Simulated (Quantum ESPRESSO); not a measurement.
# Fields calculation of Ta2H (part 2 of 3)

Continued. System: Ta2H (P1, 3 atoms in the cell). Method: Kohn-Sham DFT of a periodic cell, PBEsol with D3, PseudoDojo 0.4 SR PBE stringent, no spin polarisation (Quantum ESPRESSO 7.5); cutoff 1795.95 eV, 7×6×4 k-mesh, Gaussian smearing of 0.2 eV. The structure derives from a Materials Project entry.

Geometry of the input (Å; fractional positions):
```
2.2231  -1.4904  0.0471
2.4207  1.7855  0.0504
-0.4711  -0.0311  4.7912
Ta 0.2267  0.2341  0.2698
Ta 0.7635  0.7722  0.7397
H  0.5098  0.4937  0.9905
```

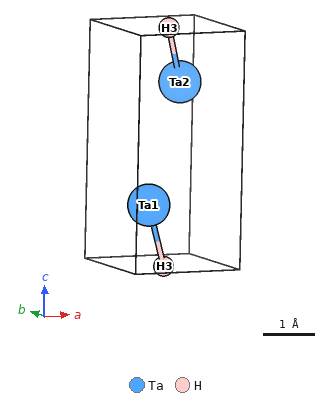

Figure 1. The structure (ball-and-stick view of the cell of the calculation, seen slightly off an axis; atoms are numbered from 1 in the order of the input). An atom can appear more than once, as a periodic image.

### The program's output, continued
```
   -43.5099 -43.4248 -10.5598 -10.0863  -9.9353  -9.6382  -9.3005  -9.2245
     5.0678   5.0744   5.0813   5.0856   5.0944   5.1060   5.1197   5.1271
     5.1363   5.1402   5.1464   5.1635   5.2024   5.2494  14.8688  19.0662
    20.8206  22.0061  22.9859  23.0489  25.7342  27.0371  27.4147  27.8545
    29.0810  30.1182  33.3940  34.4274  37.3754

          k = 0.1751 0.2618 0.0189 (  6292 PWs)   bands (ev):

   -43.4830 -43.4161 -10.4605 -10.3412 -10.1542  -9.8035  -9.3229  -9.2559
     5.0659   5.0784   5.0797   5.0890   5.0928   5.1134   5.1203   5.1276
     5.1346   5.1408   5.1442   5.1675   5.1968   5.2428  15.8091  19.9629
    20.7045  22.0996  22.4347  22.6897  26.9481  27.3877  28.2477  28.7294
    29.0044  30.6085  32.3614  34.5473  36.9407

          k = 0.1722 0.2618 0.1583 (  6281 PWs)   bands (ev):

   -43.4759 -43.4233 -10.5793 -10.3476 -10.0022  -9.8316  -9.3048  -9.2643
     5.0670   5.0774   5.0802   5.0890   5.0928   5.1149   5.1178   5.1296
     5.1357   5.1401   5.1439   5.1664   5.1983   5.2425  15.6644  20.0161
    21.1578  21.8402  22.0720  22.9979  27.2932  27.6087  27.6782  28.6515
    28.8521  30.4089  31.6936  35.7354  37.1816

          k = 0.1810 0.2617-0.2599 (  6276 PWs)   bands (ev):

   -43.4724 -43.4268 -10.5687 -10.5080  -9.9065  -9.7759  -9.3003  -9.2584
     5.0687   5.0791   5.0811   5.0892   5.0909   5.1107   5.1182   5.1309
     5.1331   5.1397   5.1452   5.1676   5.1991   5.2437  15.8249  18.9948
    21.2996  21.9780  22.3852  23.1343  27.2648  27.4384  28.2015  28.9191
    29.3891  29.7923  32.0750  35.5075  36.3239

          k = 0.1780 0.2618-0.1205 (  6300 PWs)   bands (ev):

   -43.4803 -43.4189 -10.5403 -10.4069 -10.0931  -9.7188  -9.3191  -9.2482
     5.0677   5.0802   5.0809   5.0886   5.0907   5.1101   5.1197   5.1288
     5.1335   5.1402   5.1449   5.1686   5.1976   5.2440  15.9789  18.9315
    20.9879  22.1298  22.4667  23.0848  27.0661  27.3488  28.2021  28.7627
    29.4038  31.5010  32.1805  34.3036  35.4578

          k =-0.2627-0.3927-0.0284 (  6302 PWs)   bands (ev):

   -43.4602 -43.4212 -10.4678 -10.4497 -10.0684 -10.0404  -9.3290  -9.2741
     5.0632   5.0796   5.0819   5.0921   5.0949   5.1123   5.1200   5.1273
     5.1327   5.1404   5.1454   5.1702   5.1946   5.2398  16.5176  19.7881
    20.6065  22.0628  22.4423  22.5741  27.1233  28.1712  29.1881  29.2701
    30.4749  30.6792  32.0900  32.8833  34.9132

          k =-0.2656-0.3927 0.1110 (  6289 PWs)   bands (ev):

   -43.4602 -43.4212 -10.6191 -10.5379  -9.9912  -9.8736  -9.3165  -9.2701
     5.0638   5.0785   5.0813   5.0913   5.0936   5.1122   5.1171   5.1305
     5.1334   5.1410   5.1464   5.1713   5.1963   5.2410  16.2108  19.2403
    21.0290  21.7330  22.5528  23.6557  27.1963  28.1873  29.0422  29.3883
    30.2228  30.6851  32.2833  32.6523  34.8502

          k =-0.2568-0.3928-0.3072 (  6278 PWs)   bands (ev):

   -43.4602 -43.4211 -10.7003 -10.6324  -9.9056  -9.7819  -9.3049  -9.2625
     5.0644   5.0775   5.0808   5.0902   5.0927   5.1114   5.1161   5.1320
     5.1345   5.1418   5.1474   5.1723   5.1980   5.2422  15.9508  18.8342
    21.1603  21.8078  22.7237  24.5076  27.2108  28.2734  28.7047  29.2498
    30.3055  30.7090  32.2641  32.5508  35.0102

          k = 0.0899-0.1222 0.0080 (  6295 PWs)   bands (ev):

   -43.5061 -43.4009 -10.6479  -9.9533  -9.6892  -9.5922  -9.5512  -9.5078
     5.0608   5.0746   5.0789   5.0866   5.0961   5.1109   5.1233   5.1311
     5.1389   5.1467   5.1485   5.1701   5.1869   5.2325  14.4014  19.6389
    21.2930  22.3594  23.7870  24.1500  24.6397  25.9967  26.4594  26.9686
    28.5956  31.2576  33.1211  34.3881  37.0079

          k = 0.0870-0.1221 0.1474 (  6300 PWs)   bands (ev):

   -43.4956 -43.4116 -10.5255  -9.9592  -9.8079  -9.6354  -9.5389  -9.4901
     5.0636   5.0764   5.0802   5.0906   5.0956   5.1126   5.1200   5.1281
     5.1384   5.1460   5.1476   5.1673   5.1862   5.2315  14.8404  19.1403
    21.5766  22.3998  23.4217  23.7049  25.1801  25.6495  26.6631  27.2176
    27.5942  30.3879  32.9919  36.1995  38.3713

          k = 0.0958-0.1222-0.2707 (  6292 PWs)   bands (ev):

   -43.4824 -43.4250 -10.3155 -10.1250  -9.7912  -9.7087  -9.5297  -9.5020
     5.0649   5.0797   5.0824   5.0904   5.0977   5.1151   5.1174   5.1257
     5.1365   5.1459   5.1476   5.1643   5.1849   5.2296  15.4177  18.3613
    21.8211  22.7454  22.9230  23.4197  25.2277  25.7599  26.8387  27.2582
    28.4118  28.5005  33.2457  37.5387  38.8068

          k = 0.0929-0.1222-0.1313 (  6300 PWs)   bands (ev):

   -43.4964 -43.4108 -10.5399  -9.9320  -9.7744  -9.6747  -9.5533  -9.4824
     5.0620   5.0767   5.0819   5.0870   5.0978   5.1127   5.1210   5.1291
     5.1372   5.1460   5.1490   5.1671   5.1858   5.2306  14.8161  19.1153
    21.3239  22.3945  23.3913  24.1850  25.1306  25.8927  26.1813  27.1383
    28.7161  29.9013  33.5715  35.1871  38.2259

          k = 0.1775 0.0087 0.0175 (  6291 PWs)   bands (ev):

   -43.5025 -43.3941 -10.6436 -10.0103  -9.8000  -9.5965  -9.5481  -9.4793
     5.0648   5.0716   5.0782   5.0869   5.0942   5.1111   5.1244   5.1336
     5.1370   5.1462   5.1483   5.1712   5.1852   5.2307  14.6252  19.7404
    21.0709  22.7444  23.4094  23.5534  25.2243  25.7729  26.2732  26.9477
    29.9320  30.4457  32.9870  34.7114  37.9080

          k = 0.1746 0.0088 0.1569 (  6300 PWs)   bands (ev):

   -43.4904 -43.4064 -10.5067  -9.9754  -9.8245  -9.7581  -9.5362  -9.4966
     5.0661   5.0744   5.0802   5.0895   5.0958   5.1135   5.1218   5.1303
     5.1365   5.1450   5.1473   5.1673   5.1840   5.2285  15.0432  19.1875
    21.6867  22.8871  23.3730  23.8883  24.8660  25.0333  25.8429  27.8728
    28.5555  29.0333  32.6007  37.2593  38.8155

          k = 0.1834 0.0087-0.2613 (  6304 PWs)   bands (ev):

   -43.4785 -43.4184 -10.2974 -10.0743  -9.8883  -9.7987  -9.5454  -9.5100
     5.0689   5.0784   5.0819   5.0910   5.0986   5.1148   5.1191   5.1261
     5.1326   5.1436   5.1472   5.1657   5.1822   5.2270  15.5600  18.6355
    21.8817  23.0359  23.2975  23.6086  24.9075  25.5501  25.8582  27.0148
    27.7564  29.1721  32.5829  37.6673  39.4259

          k = 0.1804 0.0087-0.1219 (  6290 PWs)   bands (ev):

   -43.4939 -43.4028 -10.5323  -9.9821  -9.8720  -9.6557  -9.5575  -9.4947
     5.0670   5.0753   5.0800   5.0889   5.0963   5.1115   5.1220   5.1302
     5.1335   5.1446   5.1488   5.1695   5.1836   5.2291  15.0153  19.4315
    20.8560  22.9178  23.5562  23.8961  25.2280  25.3787  25.7702  27.6712
    28.6868  29.5166  33.7896  35.2138  38.2160

          k = 0.2651 0.1396 0.0270 (  6288 PWs)   bands (ev):

   -43.4754 -43.3888 -10.5015 -10.2537 -10.1081  -9.6859  -9.5570  -9.5024
     5.0640   5.0766   5.0800   5.0897   5.0942   5.1137   5.1240   5.1323
     5.1356   5.1453   5.1489   5.1730   5.1801   5.2242  15.7452  20.0684
    21.3506  22.0411  22.5479  22.6604  26.5615  27.0713  27.5564  27.8944
    28.6802  31.0686  32.8328  34.8905  36.3700

          k = 0.2621 0.1397 0.1664 (  6295 PWs)   bands (ev):

   -43.4656 -43.3988 -10.5101 -10.2300 -10.0278  -9.7753  -9.5525  -9.5175
     5.0649   5.0783   5.0802   5.0916   5.0947   5.1160   5.1213   5.1319
     5.1364   5.1437   5.1476   5.1709   5.1804   5.2225  15.8230  20.1472
    21.4081  22.2214  22.5412  22.9830  25.7559  26.5465  27.4323  27.6861
    28.9204  30.4455  32.1139  37.1953  37.8094

          k = 0.2709 0.1396-0.2518 (  6284 PWs)   bands (ev):

   -43.4591 -43.4054 -10.4295 -10.3648  -9.9529  -9.7812  -9.5668  -9.5196
     5.0669   5.0805   5.0826   5.0924   5.0957   5.1144   5.1210   5.1291
     5.1323   5.1415   5.1485   5.1710   5.1803   5.2228  16.0248  19.5744
    21.9335  22.2253  22.7505  23.2877  25.2957  25.8218  27.5357  28.1150
    28.7100  29.5052  32.5659  36.5296  37.9966

          k = 0.2680 0.1396-0.1124 (  6284 PWs)   bands (ev):

   -43.4706 -43.3937 -10.4850 -10.2617 -10.1162  -9.6882  -9.5620  -9.4972
     5.0661   5.0795   5.0816   5.0899   5.0952   5.1123   5.1236   5.1299
     5.1319   5.1435   5.1494   5.1726   5.1804   5.2245  15.9318  19.6083
    21.3266  22.3887  22.7142  23.2061  25.8301  26.4517  27.1954  28.1264
    28.6273  31.1312  32.8310  34.6614  36.9654

          k =-0.1727-0.5149-0.0203 (  6291 PWs)   bands (ev):

   -43.4466 -43.3958 -10.4286 -10.3926 -10.1617  -9.8895  -9.5911  -9.5334
     5.0622   5.0787   5.0844   5.0922   5.0981   5.1118   5.1254   5.1292
     5.1350   5.1449   5.1490   5.1726   5.1798   5.2194  16.6189  20.4339
    21.2311  21.9800  22.0981  22.8016  26.3879  27.7802  28.3210  28.6518
    30.5096  31.2328  32.5754  34.1997  34.6450

          k =-0.1756-0.5148 0.1191 (  6285 PWs)   bands (ev):

   -43.4428 -43.3995 -10.5848 -10.4473  -9.9556  -9.8853  -9.5750  -9.5348
     5.0624   5.0785   5.0832   5.0928   5.0964   5.1136   5.1218   5.1319
     5.1369   5.1434   5.1488   5.1746   5.1803   5.2196  16.4114  20.0962
    21.3782  21.8091  22.9248  23.0131  25.6099  27.1494  28.9663  29.6463
    30.4824  30.8904  32.2456  33.8071  35.4915

          k =-0.1669-0.5149-0.2991 (  6265 PWs)   bands (ev):

   -43.4426 -43.3997 -10.6160 -10.5511  -9.9409  -9.7895  -9.5545  -9.5164
     5.0632   5.0793   5.0825   5.0920   5.0958   5.1136   5.1202   5.1316
     5.1358   5.1427   5.1502   5.1760   5.1815   5.2213  16.2957  19.5385
    22.0054  22.0384  22.6390  23.4348  25.9615  26.3489  28.7852  29.6237
    30.4465  30.8981  32.5897  33.5944  35.7039

          k =-0.1698-0.5149-0.1597 (  6274 PWs)   bands (ev):

   -43.4464 -43.3959 -10.5259 -10.4784 -10.0827  -9.8156  -9.5562  -9.5240
     5.0631   5.0798   5.0834   5.0914   5.0969   5.1121   5.1231   5.1308
     5.1331   5.1443   5.1499   5.1741   5.1809   5.2212  16.4856  19.7265
    21.8779  22.0270  22.5886  22.9455  25.8071  27.3131  27.9028  29.9728
    30.4631  31.1180  32.2055  33.7437  35.2085

          k =-0.0852-0.3840-0.0109 (  6280 PWs)   bands (ev):

   -43.4484 -43.4044 -10.3645 -10.3274 -10.1008  -9.9249  -9.6258  -9.5311
     5.0680   5.0783   5.0853   5.0885   5.0974   5.1177   5.1228   5.1297
     5.1353   5.1403   5.1479   5.1726   5.1784   5.2202  16.4372  20.3523
    21.4308  22.2701  22.4484  23.2455  25.3545  27.2294  28.1207  29.0385
    29.1417  30.6799  32.5972  34.5307  35.8367

          k =-0.0881-0.3839 0.1285 (  6278 PWs)   bands (ev):

   -43.4481 -43.4047 -10.4935 -10.4491 -10.0058  -9.7821  -9.5990  -9.5265
     5.0679   5.0790   5.0843   5.0876   5.0963   5.1164   5.1214   5.1320
     5.1353   5.1404   5.1485   5.1743   5.1802   5.2216  16.4710  19.5488
    21.5562  21.9771  22.8749  23.1699  25.5815  28.0651  28.1585  28.9965
    29.2038  31.7067  32.8837  33.9859  35.0409

          k =-0.0793-0.3840-0.2896 (  6275 PWs)   bands (ev):

   -43.4460 -43.4068 -10.5799 -10.5173  -9.8898  -9.7941  -9.5476  -9.5112
     5.0683   5.0775   5.0827   5.0869   5.0957   5.1171   5.1214   5.1331
     5.1359   5.1406   5.1489   5.1751   5.1820   5.2227  16.2668  19.6664
    21.7630  21.8697  22.3418  23.1381  26.5301  27.1538  28.5263  28.8306
    30.3529  30.9841  32.7784  34.1795  35.5704

          k =-0.0822-0.3840-0.1503 (  6289 PWs)   bands (ev):

   -43.4463 -43.4065 -10.5221 -10.3888  -9.9430  -9.9000  -9.5790  -9.5254
     5.0683   5.0771   5.0832   5.0883   5.0964   5.1196   5.1216   5.1316
     5.1358   5.1403   5.1477   5.1737   5.1802   5.2212  16.2422  20.6348
    21.4064  21.9343  22.4887  22.8266  25.9524  27.3629  28.4563  28.7843
    29.2489  31.0237  32.0360  34.7482  36.1561

          k = 0.0024-0.2531-0.0014 (  6281 PWs)   bands (ev):

   -43.4820 -43.4032 -10.5009 -10.1159  -9.9049  -9.7156  -9.6014  -9.5116
     5.0676   5.0746   5.0828   5.0886   5.0952   5.1166   5.1242   5.1285
     5.1375   5.1421   5.1473   5.1705   5.1819   5.2266  15.3014  20.5621
    20.9629  22.1008  23.3717  23.6884  25.1056  25.3364  27.5123  28.3213
    28.7498  31.1431  32.2309  34.9980  37.1200

          k =-0.0005-0.2530 0.1380 (  6277 PWs)   bands (ev):

   -43.4761 -43.4092 -10.4848 -10.1905  -9.9316  -9.6540  -9.5837  -9.5019
     5.0695   5.0761   5.0832   5.0891   5.0945   5.1150   5.1214   5.1293
     5.1367   5.1422   5.1477   5.1698   5.1831   5.2274  15.5888  19.9057
    21.2155  21.9989  22.5923  23.3094  25.4889  26.4584  27.7925  28.0875
    28.2216  31.5799  33.6533  34.0815  37.7520

          k = 0.0082-0.2531-0.2802 (  6285 PWs)   bands (ev):

   -43.4664 -43.4189 -10.4060 -10.3421  -9.7986  -9.7438  -9.5400  -9.5145
     5.0698   5.0771   5.0833   5.0882   5.0947   5.1163   5.1215   5.1296
     5.1374   5.1415   5.1480   5.1682   5.1838   5.2266  15.8456  19.3716
    21.7629  22.0508  22.1576  22.4959  26.3612  26.7736  27.6932  28.2261
    28.8442  29.6599  33.7974  36.7151  37.7534

          k = 0.0053-0.2531-0.1408 (  6287 PWs)   bands (ev):

   -43.4742 -43.4111 -10.4953 -10.1406  -9.8865  -9.7496  -9.5818  -9.4951
     5.0678   5.0752   5.0829   5.0882   5.0951   5.1177   5.1250   5.1287
     5.1384   5.1416   5.1470   5.1686   5.1829   5.2258  15.4940  20.0560
    21.5620  21.7501  22.7988  23.1224  25.5120  26.4072  27.5120  28.0683
    28.7602  30.9593  32.3155  35.9198  37.2836

          k = 0.1799-0.2443 0.0161 (  6290 PWs)   bands (ev):

   -43.4415 -43.3632 -10.4349 -10.2662 -10.1513  -9.8478  -9.7109  -9.6232
     5.0612   5.0741   5.0801   5.0872   5.1062   5.1211   5.1255   5.1301
     5.1366   5.1459   5.1486   5.1722   5.1910   5.1939  15.7900  20.4461
    20.9809  22.7318  23.3197  23.4699  24.9065  26.6741  26.8762  27.2475
    28.0240  31.8151  32.8088  35.7462  37.1270

          k = 0.1770-0.2443 0.1555 (  6278 PWs)   bands (ev):

   -43.4343 -43.3704 -10.4822 -10.2789 -10.0597  -9.8649  -9.7675  -9.5786
     5.0611   5.0748   5.0774   5.0873   5.1108   5.1215   5.1246   5.1278
     5.1375   5.1461   5.1504   5.1703   5.1915   5.1942  15.8170  20.2347
    21.7327  22.3963  22.6674  23.5813  25.9994  26.4219  26.7621  27.0676
    27.3493  31.2005  32.8252  36.3777  37.4087

          k = 0.1857-0.2444-0.2627 (  6288 PWs)   bands (ev):

   -43.4267 -43.3781 -10.4321 -10.4064  -9.9877  -9.8711  -9.6822  -9.6502
     5.0595   5.0747   5.0791   5.0834   5.1130   5.1216   5.1270   5.1316
     5.1383   5.1441   5.1499   5.1713   5.1899   5.1930  15.9969  19.3075
    22.0312  22.7421  22.8515  23.5584  25.7001  26.3699  26.7047  28.0138
    28.5224  29.4015  32.1475  36.3645  37.9997

          k = 0.1828-0.2444-0.1233 (  6299 PWs)   bands (ev):

   -43.4356 -43.3692 -10.4683 -10.2832 -10.1044  -9.8429  -9.7052  -9.6280
     5.0596   5.0742   5.0809   5.0839   5.1083   5.1221   5.1275   5.1336
     5.1384   5.1432   5.1479   5.1733   5.1895   5.1926  15.9565  19.3889
    21.4470  23.0493  23.2955  23.6578  25.3237  26.4047  26.8043  27.2124
    28.5395  31.4221  33.2763  33.9300  37.4055

          k = 0.2674-0.1134 0.0256 (  6303 PWs)   bands (ev):

   -43.4479 -43.3513 -10.5004 -10.2066 -10.1821  -9.8950  -9.6876  -9.5804
     5.0656   5.0720   5.0756   5.0859   5.1044   5.1201   5.1248   5.1321
     5.1380   5.1446   5.1491   5.1740   5.1928   5.1932  15.6842  20.0440
    21.0254  22.6536  23.1263  23.3835  25.6021  26.3882  26.4487  26.9268
    29.1856  32.0020  32.6958  34.5995  37.5602

          k = 0.2645-0.1134 0.1649 (  6295 PWs)   bands (ev):

   -43.4377 -43.3616 -10.4395 -10.2218 -10.1100  -9.8744  -9.7762  -9.6417
     5.0641   5.0741   5.0778   5.0857   5.1094   5.1215   5.1255   5.1273
     5.1376   5.1440   5.1495   5.1713   5.1902   5.1921  15.9107  19.8474
    21.6338  22.4549  23.3634  23.4951  24.8176  26.0766  26.6509  27.2666
    28.1195  30.0191  32.9357  36.8567  38.8408

          k = 0.2733-0.1135-0.2532 (  6292 PWs)   bands (ev):

   -43.4283 -43.3712 -10.3316 -10.2708 -10.0469  -9.8666  -9.8185  -9.7397
     5.0635   5.0764   5.0783   5.0868   5.1146   5.1216   5.1255   5.1283
     5.1365   5.1417   5.1465   5.1702   5.1884   5.1896  16.0935  19.6191
    22.1293  22.5471  23.4244  24.1717  24.7257  25.2512  26.6541  27.1989
    27.7444  28.8666  32.1280  36.7495  40.2920

          k = 0.2704-0.1135-0.1138 (  6291 PWs)   bands (ev):

   -43.4408 -43.3585 -10.4334 -10.2180 -10.1430  -9.8982  -9.7126  -9.6577
     5.0649   5.0738   5.0762   5.0872   5.1082   5.1202   5.1277   5.1321
     5.1358   5.1437   5.1454   5.1732   5.1896   5.1919  15.8496  19.8335
    21.1181  23.0240  23.6697  23.8433  25.1633  25.4650  26.6725  26.9661
    28.6145  29.6646  32.7566  35.4947  39.0193

          k = 0.3550 0.0175 0.0350 (  6285 PWs)   bands (ev):

   -43.4337 -43.3402 -10.4504 -10.3447 -10.1536 -10.0944  -9.7781  -9.5903
     5.0621   5.0717   5.0781   5.0860   5.1075   5.1130   5.1254   5.1338
     5.1402   5.1471   5.1497   5.1749   5.1888   5.1958  16.1387  19.4766
    20.6946  22.5095  22.9550  25.0983  25.9689  26.6641  27.2162  27.9130
    29.6400  31.8563  31.9490  33.6806  35.2843

          k = 0.3521 0.0175 0.1744 (  6284 PWs)   bands (ev):

   -43.4238 -43.3502 -10.4040 -10.3074 -10.1237 -10.0625  -9.8161  -9.7106
     5.0616   5.0736   5.0802   5.0883   5.1086   5.1139   5.1274   5.1312
     5.1385   5.1440   5.1503   5.1739   5.1851   5.1935  16.3957  19.6625
    20.9610  22.2902  23.0755  24.8767  25.9148  26.1269  27.3479  27.6043
    28.7635  29.2928  33.3495  36.5528  36.9598

          k = 0.3609 0.0174-0.2438 (  6289 PWs)   bands (ev):

   -43.4161 -43.3580 -10.3363 -10.2386 -10.1275 -10.0649  -9.8697  -9.7990
     5.0624   5.0742   5.0832   5.0920   5.1123   5.1158   5.1246   5.1274
     5.1370   5.1409   5.1476   5.1721   5.1830   5.1934  16.4536  20.3152
    21.4299  21.9922  24.0276  24.4605  24.8446  25.6139  27.0032  27.0951
    27.9560  29.0103  33.0149  37.2366  39.2676

          k = 0.3579 0.0174-0.1044 (  6285 PWs)   bands (ev):

   -43.4279 -43.3461 -10.3685 -10.3204 -10.1467 -10.1044  -9.8415  -9.6419
     5.0627   5.0731   5.0801   5.0889   5.1106   5.1154   5.1235   5.1295
     5.1382   5.1453   5.1473   5.1734   5.1863   5.1956  16.2001  20.0614
    20.8417  22.8624  23.0788  24.9850  25.6297  25.7557  27.3450  27.4754
    28.2086  29.6364  32.4021  36.4632  37.1681

          k =-0.0828-0.6370-0.0123 (  6277 PWs)   bands (ev):

   -43.4123 -43.3417 -10.4393 -10.3449 -10.2534 -10.1112  -9.8998  -9.7024
     5.0588   5.0727   5.0819   5.0888   5.1076   5.1133   5.1248   5.1322
     5.1389   5.1467   5.1526   5.1749   5.1836   5.1987  16.6329  20.0377
    20.7275  21.8788  22.9509  25.1283  26.6415  27.1719  28.3179  28.5727
    30.0959  30.9725  32.7025  33.7847  34.8300

          k =-0.0857-0.6370 0.1271 (  6274 PWs)   bands (ev):

   -43.4059 -43.3481 -10.4507 -10.4050 -10.1418 -10.1241  -9.9118  -9.7183
     5.0586   5.0737   5.0823   5.0908   5.1073   5.1133   5.1261   5.1309
     5.1380   5.1439   5.1535   5.1755   5.1811   5.1977  16.7674  20.2757
    20.8640  21.9789  22.8397  24.6302  25.5400  26.3120  28.6992  29.7019
    30.5594  30.9301  32.1064  34.1053  34.9344

          k =-0.0769-0.6371-0.2911 (  6276 PWs)   bands (ev):
```
